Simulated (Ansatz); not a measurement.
# Single-point calculation of Ni (part 2 of 2)

Ni (Fm-3m, 27 atoms in the cell); DFT PBEsol, scalar-relativistic, plane waves, PAW, spin-polarised (Ansatz 0.2.0); cutoff 420 eV, 5×5×5 k-mesh, Gaussian smearing of 0.1 eV, collinear spins. The structure derives from a Materials Project entry. It belongs to a series of runs on one base structure; here: the perfect crystal in a cell of 27 atoms.

## Output, continued
```
  k-point 1 ↑: bands = ["-84.3714", "-84.3500", "-84.3432", "-84.3432", "-84.3432", "-84.3383", "-84.3383", "-84.3383", "-84.3361", "-84.3361", ... 94 levels left out ..., "-44.7708", "-44.7614", "-44.7516", "-44.7516", "9.7638", "12.1515", "12.9557", "12.9557", "12.9557", "13.4859", "13.4859", "13.4859", "13.4994", "13.4994", "13.4994", "13.6862", "14.0708", "14.0708", "14.0708", "14.8759", "14.8759", "14.8759", "14.9030", "14.9030", "14.9030", "15.0626", "15.0626", "15.0626", "15.1560",
      "15.1560", "15.1560", "15.1719", "15.1719", "15.1719", "15.1719", "15.1719", "15.1719", "15.2253", "15.2253", "15.2253", "15.3637", "15.3637", "15.3637", "15.3637", "15.3637", "15.3637", "15.6816", "15.6816", "15.6816", "16.0822", "16.0822", "16.0822", "16.1448", "16.1571", "16.1571", "16.1571", "16.2187", "16.2187", "16.2187", "16.2187", "16.2187", "16.2187", "16.4453", "16.5050", "16.5050", "16.5050", "16.5363", "16.5363", "16.5636",
      "16.5636", "16.5749", "16.5749", "16.5749", "16.6380", "16.6380", "16.6380", "16.6791", "16.6791", "16.6791", "16.6801", "16.6801", "16.6801", "16.7276", "16.7276", "16.7541", "16.7541", "16.7541", "17.0480", "17.0480", "17.0480", "17.3471", "17.3812", "17.3812", "17.3812", "17.5875", "17.5875", "17.5875", "17.5875", "17.5875", "17.5875", "17.6616", "17.6616", "17.6616", "17.6699", "17.6699", "17.6699", "17.7434", "17.7434", "17.8094",
      "17.8094", "17.8094", "17.8837", "17.8837", "18.0214", "18.0214", "18.0214", "18.0375", "18.0375", "18.0375", "18.0480", "18.0480", "18.0480", "18.0573", "18.0573", "18.0573", "18.0640", "18.0640", "18.0640", "18.1866", "18.1866", "18.1866", "18.2517", "18.2517", "18.2517", "18.2517", "18.2517", "18.2517", "18.3041", "18.3041", "18.3041", "18.3367", "18.3367", "18.3594", "18.3594", "18.3594", "18.4630", "18.4630", "18.4630", "18.5703",
      "18.5703", "18.5703", "19.0655", "19.0655", "19.0655", "22.1096", "22.1096", "22.1096", "23.9737", "23.9737", "23.9737", "23.9737", "23.9737", "23.9737", "24.6218", "24.6218", "24.6218", "26.2322", "26.2322", "26.2322", "26.3767", "26.3767", "26.3767", "26.3767", "26.3767", "26.3767", "27.1435", "27.6583", "27.6583", "27.6583", "29.0083", "29.0083", "29.0083", "29.9833", "29.9833", "29.9833", "30.6411", "30.6411", "30.6411", "30.6411",
      "30.6411", "30.6411", "30.9963", "30.9963", "30.9963", "31.4644", "31.4644", "31.4644", "33.0204", "33.2808", "33.2808"]
  k-point 2 ↑: bands = ["-84.3663", "-84.3587", "-84.3427", "-84.3427", "-84.3427", "-84.3402", "-84.3402", "-84.3402", "-84.3336", "-84.3336", ... 94 levels left out ..., "-44.7630", "-44.7630", "-44.7562", "-44.7562", "10.2920", "11.1242", "13.0001", "13.0001", "13.0001", "13.2086", "13.2086", "13.2086", "13.8738", "14.0110", "14.0110", "14.0110", "14.3327", "14.3327", "14.3327", "14.5955", "14.5955", "14.5955", "14.5972", "14.5972", "14.5972", "14.8923", "14.8923", "14.8923", "14.9891",
      "14.9891", "14.9891", "15.2673", "15.2673", "15.2673", "15.2673", "15.2673", "15.2673", "15.3524", "15.3524", "15.3524", "15.3524", "15.3524", "15.3524", "15.4849", "15.4849", "15.4849", "15.7973", "15.7973", "15.7973", "16.0408", "16.0408", "16.0408", "16.0821", "16.0821", "16.0821", "16.0821", "16.0821", "16.0821", "16.1687", "16.1687", "16.1687", "16.1772", "16.3184", "16.3444", "16.3444", "16.3444", "16.3730", "16.3730", "16.3730",
      "16.5102", "16.5102", "16.6033", "16.6033", "16.6033", "16.6387", "16.6387", "16.6814", "16.6814", "16.6814", "16.7287", "16.7287", "16.8336", "16.8336", "16.8336", "16.9801", "16.9801", "16.9801", "17.0537", "17.0537", "17.0537", "17.0846", "17.0846", "17.0846", "17.3002", "17.3002", "17.3002", "17.3868", "17.3868", "17.3868", "17.5312", "17.5312", "17.5312", "17.5312", "17.5312", "17.5312", "17.7121", "17.7121", "17.7364", "17.7364",
      "17.9260", "17.9260", "17.9260", "17.9809", "17.9809", "17.9809", "17.9974", "17.9974", "17.9974", "18.0167", "18.0167", "18.0167", "18.0889", "18.0889", "18.0889", "18.1128", "18.1128", "18.1128", "18.2460", "18.2460", "18.2460", "18.2851", "18.2851", "18.2851", "18.3721", "18.3810", "18.3810", "18.3810", "18.3810", "18.3810", "18.3810", "18.4677", "18.4677", "18.5282", "18.5282", "18.5282", "18.5668", "18.5668", "18.5668", "19.4308",
      "19.4308", "19.4308", "20.6147", "20.6147", "20.6147", "20.6611", "20.6611", "20.6611", "22.5665", "22.5665", "22.5665", "24.0796", "24.0796", "24.0796", "24.0796", "24.0796", "24.0796", "25.2846", "25.9125", "25.9125", "25.9125", "25.9125", "25.9125", "25.9125", "27.9884", "27.9884", "27.9884", "28.3893", "28.3893", "28.3893", "28.6537", "28.6537", "28.6537", "30.7828", "30.7828", "30.7828", "31.2913", "31.2913", "31.2913", "32.0681",
      "32.0681", "32.0681", "32.2144", "32.2144", "32.2144", "32.2144", "32.2144", "32.2144", "32.3743", "32.3743", "32.3743"]
  k-point 9 ↓: bands = ["-83.5050", "-83.4977", "-83.4977", "-83.4951", "-83.4826", "-83.4826", "-83.4805", "-83.4758", "-83.4733", "-83.4733", ... 94 levels left out ..., "-43.9332", "-43.9277", "-43.9277", "-43.9223", "10.7448", "11.5631", "11.5631", "11.8235", "13.4437", "13.4437", "13.6311", "14.3689", "14.5446", "14.5446", "14.5769", "14.6243", "14.6243", "14.6782", "14.6782", "14.7600", "14.9337", "15.0288", "15.0288", "15.1246", "15.1246", "15.1686", "15.1686", "15.1945", "15.1945",
      "15.2932", "15.3933", "15.4134", "15.4471", "15.6687", "15.7683", "15.7683", "15.9517", "15.9517", "15.9750", "15.9750", "16.0437", "16.1783", "16.1783", "16.2006", "16.2130", "16.3357", "16.3357", "16.3371", "16.4084", "16.4084", "16.4338", "16.4338", "16.5027", "16.5670", "16.6186", "16.6817", "16.6817", "16.7244", "16.7244", "16.8014", "16.8264", "16.8264", "16.8627", "16.9644", "16.9644", "16.9660", "16.9660", "17.0154", "17.0154",
      "17.0615", "17.0994", "17.0994", "17.1615", "17.1615", "17.1831", "17.1831", "17.3679", "17.3679", "17.3755", "17.4792", "17.4792", "17.5065", "17.5117", "17.5117", "17.5349", "17.5512", "17.6190", "17.6190", "17.6758", "17.6758", "17.7610", "17.7610", "17.8561", "17.8561", "17.8839", "17.9884", "18.0104", "18.0104", "18.0643", "18.0643", "18.0650", "18.1164", "18.1217", "18.1217", "18.1892", "18.1892", "18.2353", "18.2664", "18.3064",
      "18.3064", "18.3091", "18.3322", "18.3991", "18.4123", "18.5429", "18.5641", "18.5641", "18.7156", "18.7156", "18.7465", "18.7577", "18.7613", "18.9308", "19.0160", "19.0160", "19.0965", "19.1048", "19.1048", "19.1421", "19.1421", "19.1905", "19.1905", "19.2117", "19.2136", "19.2215", "19.2215", "19.2649", "19.2649", "19.3583", "19.3583", "19.4724", "19.4727", "19.4741", "19.5610", "19.5610", "19.5628", "20.2701", "20.2701", "20.2825",
      "20.4573", "20.4573", "20.6638", "20.6638", "21.4059", "21.4059", "21.8122", "21.8504", "21.8504", "21.9378", "21.9378", "21.9873", "23.1466", "23.1697", "23.5119", "23.5119", "25.6741", "25.6741", "25.8179", "25.8179", "26.7788", "26.9952", "27.7267", "27.7267", "28.5235", "28.5235", "28.9169", "28.9169", "29.0157", "29.2416", "29.2416", "29.3804", "29.4787", "29.7921", "30.4292", "30.4292", "31.0810", "31.1342", "31.1342", "31.1830",
      "31.3002", "31.6445", "32.0406", "32.1083", "32.7403", "32.7403", "32.9138", "32.9138", "33.0417", "33.1523", "33.1982"]
--- Löwdin populations: 27 sites ---
  site symbol       q [e]    m [muB]
     0     Ni     17.7762     0.6813
     1     Ni     17.7762     0.6813
     2     Ni     17.7762     0.6813
     3     Ni     17.7762     0.6813
     4     Ni     17.7762     0.6813
     5     Ni     17.7762     0.6813
     6     Ni     17.7762     0.6813
     7     Ni     17.7762     0.6813
     8     Ni     17.7762     0.6813
     9     Ni     17.7762     0.6813
    10     Ni     17.7762     0.6813
    11     Ni     17.7762     0.6813
    12     Ni     17.7762     0.6813
    13     Ni     17.7762     0.6813
    14     Ni     17.7762     0.6813
    15     Ni     17.7762     0.6813
    16     Ni     17.7762     0.6813
    17     Ni     17.7762     0.6813
    18     Ni     17.7762     0.6813
    19     Ni     17.7762     0.6813
    20     Ni     17.7762     0.6813
    21     Ni     17.7762     0.6813
    22     Ni     17.7762     0.6813
    23     Ni     17.7762     0.6813
    24     Ni     17.7762     0.6813
    25     Ni     17.7762     0.6813
    26     Ni     17.7762     0.6813
  spilling = 0.012432 (of n_electrons = 486.000000)
```

## File populations.tsv
```
# site	symbol	l	j	q_up	q_dn
# orbitals = lowdin
# n_electrons = 486.000000
# spilling = 0.012432
0	Ni	0_3S	-	0.997776	0.997848
0	Ni	0_4S	-	0.475186	0.482839
0	Ni	1_3P	-	2.999000	2.998931
0	Ni	2_3D	-	4.756789	4.067863
1	Ni	0_3S	-	0.997776	0.997848
1	Ni	0_4S	-	0.475186	0.482839
1	Ni	1_3P	-	2.999000	2.998931
1	Ni	2_3D	-	4.756789	4.067863
2	Ni	0_3S	-	0.997776	0.997848
2	Ni	0_4S	-	0.475186	0.482839
2	Ni	1_3P	-	2.999000	2.998931
2	Ni	2_3D	-	4.756789	4.067863
3	Ni	0_3S	-	0.997776	0.997848
3	Ni	0_4S	-	0.475186	0.482839
3	Ni	1_3P	-	2.999000	2.998931
3	Ni	2_3D	-	4.756789	4.067863
4	Ni	0_3S	-	0.997776	0.997848
4	Ni	0_4S	-	0.475186	0.482839
4	Ni	1_3P	-	2.999000	2.998931
4	Ni	2_3D	-	4.756789	4.067863
5	Ni	0_3S	-	0.997776	0.997848
5	Ni	0_4S	-	0.475186	0.482839
5	Ni	1_3P	-	2.999000	2.998931
5	Ni	2_3D	-	4.756789	4.067863
6	Ni	0_3S	-	0.997776	0.997848
6	Ni	0_4S	-	0.475186	0.482839
6	Ni	1_3P	-	2.999000	2.998931
6	Ni	2_3D	-	4.756789	4.067863
7	Ni	0_3S	-	0.997776	0.997848
7	Ni	0_4S	-	0.475186	0.482839
7	Ni	1_3P	-	2.999000	2.998931
7	Ni	2_3D	-	4.756789	4.067863
8	Ni	0_3S	-	0.997776	0.997848
8	Ni	0_4S	-	0.475186	0.482839
8	Ni	1_3P	-	2.999000	2.998931
8	Ni	2_3D	-	4.756789	4.067863
9	Ni	0_3S	-	0.997776	0.997848
9	Ni	0_4S	-	0.475186	0.482839
9	Ni	1_3P	-	2.999000	2.998931
9	Ni	2_3D	-	4.756789	4.067863
10	Ni	0_3S	-	0.997776	0.997848
10	Ni	0_4S	-	0.475186	0.482839
10	Ni	1_3P	-	2.999000	2.998931
10	Ni	2_3D	-	4.756789	4.067863
11	Ni	0_3S	-	0.997776	0.997848
11	Ni	0_4S	-	0.475186	0.482839
11	Ni	1_3P	-	2.999000	2.998931
11	Ni	2_3D	-	4.756789	4.067863
12	Ni	0_3S	-	0.997776	0.997848
12	Ni	0_4S	-	0.475186	0.482839
12	Ni	1_3P	-	2.999000	2.998931
12	Ni	2_3D	-	4.756789	4.067863
13	Ni	0_3S	-	0.997776	0.997848
13	Ni	0_4S	-	0.475186	0.482839
13	Ni	1_3P	-	2.999000	2.998931
13	Ni	2_3D	-	4.756789	4.067863
14	Ni	0_3S	-	0.997776	0.997848
14	Ni	0_4S	-	0.475186	0.482839
14	Ni	1_3P	-	2.999000	2.998931
14	Ni	2_3D	-	4.756789	4.067863
15	Ni	0_3S	-	0.997776	0.997848
15	Ni	0_4S	-	0.475186	0.482839
15	Ni	1_3P	-	2.999000	2.998931
15	Ni	2_3D	-	4.756789	4.067863
16	Ni	0_3S	-	0.997776	0.997848
16	Ni	0_4S	-	0.475186	0.482839
16	Ni	1_3P	-	2.999000	2.998931
16	Ni	2_3D	-	4.756789	4.067863
17	Ni	0_3S	-	0.997776	0.997848
17	Ni	0_4S	-	0.475186	0.482839
17	Ni	1_3P	-	2.999000	2.998931
17	Ni	2_3D	-	4.756789	4.067863
18	Ni	0_3S	-	0.997776	0.997848
18	Ni	0_4S	-	0.475186	0.482839
18	Ni	1_3P	-	2.999000	2.998931
18	Ni	2_3D	-	4.756789	4.067863
19	Ni	0_3S	-	0.997776	0.997848
19	Ni	0_4S	-	0.475186	0.482839
19	Ni	1_3P	-	2.999000	2.998931
19	Ni	2_3D	-	4.756789	4.067863
20	Ni	0_3S	-	0.997776	0.997848
20	Ni	0_4S	-	0.475186	0.482839
20	Ni	1_3P	-	2.999000	2.998931
20	Ni	2_3D	-	4.756789	4.067863
21	Ni	0_3S	-	0.997776	0.997848
21	Ni	0_4S	-	0.475186	0.482839
21	Ni	1_3P	-	2.999000	2.998931
21	Ni	2_3D	-	4.756789	4.067863
22	Ni	0_3S	-	0.997776	0.997848
22	Ni	0_4S	-	0.475186	0.482839
22	Ni	1_3P	-	2.999000	2.998931
22	Ni	2_3D	-	4.756789	4.067863
23	Ni	0_3S	-	0.997776	0.997848
23	Ni	0_4S	-	0.475186	0.482839
23	Ni	1_3P	-	2.999000	2.998931
23	Ni	2_3D	-	4.756789	4.067863
24	Ni	0_3S	-	0.997776	0.997848
24	Ni	0_4S	-	0.475186	0.482839
24	Ni	1_3P	-	2.999000	2.998931
24	Ni	2_3D	-	4.756789	4.067863
25	Ni	0_3S	-	0.997776	0.997848
25	Ni	0_4S	-	0.475186	0.482839
25	Ni	1_3P	-	2.999000	2.998931
25	Ni	2_3D	-	4.756789	4.067863
26	Ni	0_3S	-	0.997776	0.997848
26	Ni	0_4S	-	0.475186	0.482839
26	Ni	1_3P	-	2.999000	2.998931
26	Ni	2_3D	-	4.756789	4.067863
```

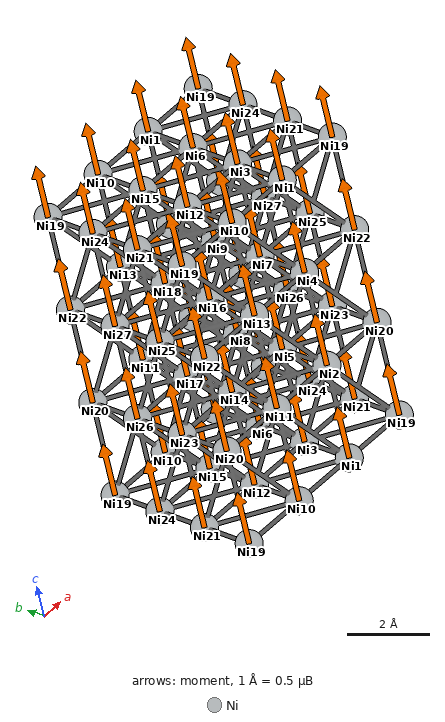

Fig. 1: Magnetic moments of the sites as orange arrows (ball-and-stick view of the cell of the calculation, seen slightly off an axis; atoms are numbered from 1 in the order of the input); small moments hardly show. The run is collinear, so the axis drawn is arbitrary. Site moments: all 27 Ni atoms (0.69 μB). They are counted near the atoms and needn't add up to the moment of the cell.

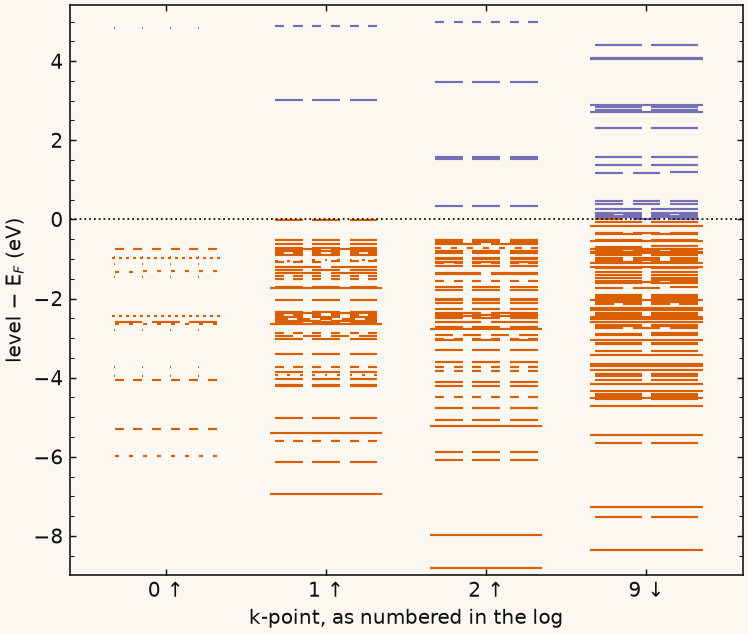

Fig. 2: Kohn–Sham levels near the Fermi level (dotted) at the few k-points that the log prints; levels within 0.02 eV of each other stand side by side. The system is metallic on the full mesh.

## Summary

- outcome: converged
- space group (tolerance 0.01 Å): Fm-3m (225)
- electrons treated: 486
- free energy: −156734.4211 eV
- Fermi energy: 19.093 eV
- gap on the k-point mesh: none (metallic)
- net moment of the cell: 17.63 μB
- integrated absolute moment: 19.77 μB
- pressure: 0.18 GPa
- largest force (length of the vector): under 0.001 eV/Å
- hardware: 4 threads of AMD EPYC (Zen 3), 189 GiB of memory available, shared host
- wall time: 2.3 min (CPU time 8.6 min)
- peak memory: 2.7 GiB
